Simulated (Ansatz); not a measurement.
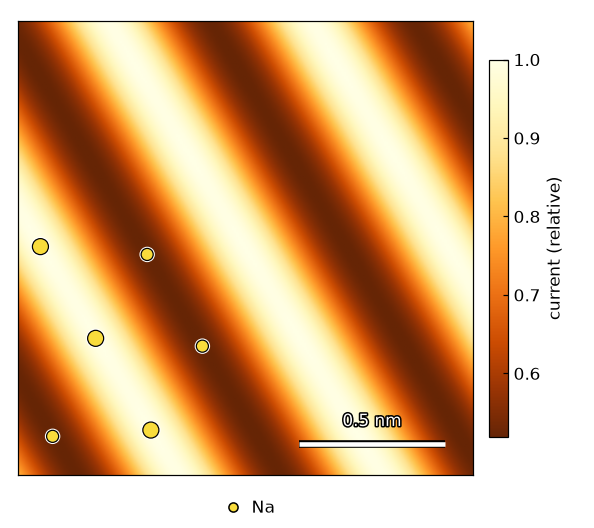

Constant-height image 3.5 Å above the topmost atom of Na(211) (Im-3m bulk, 7 atomic planes (those closer than 0.6 Å count as one), 10 Å), sample bias +1.00 V. The atoms seen from above are drawn over one corner (deeper ones smaller).

Tersoff–Hamann simulation (s-wave tip); biases are sample biases. Bias windows are sharp sums over the levels of the k mesh.

All numbers here come from DFT PBE, scalar-relativistic, plane waves, PAW in Ansatz. Cutoff 420 eV, 20 × 12 k-points, Gaussian smearing 0.1 eV, dipole correction. The slab is a cut without reconstruction beyond its cell, at the source's lattice constants, with its lower half held fixed and the rest relaxed. No spin polarisation.

**Which atoms or sites appear bright, which dark, and how strong is the contrast?**

The brightest spots lie over the top Na atoms; the darkest points are over the sites above the Na atoms 1.5 Å below the top plane. The brightest point carries 1.9 times the current of the darkest.
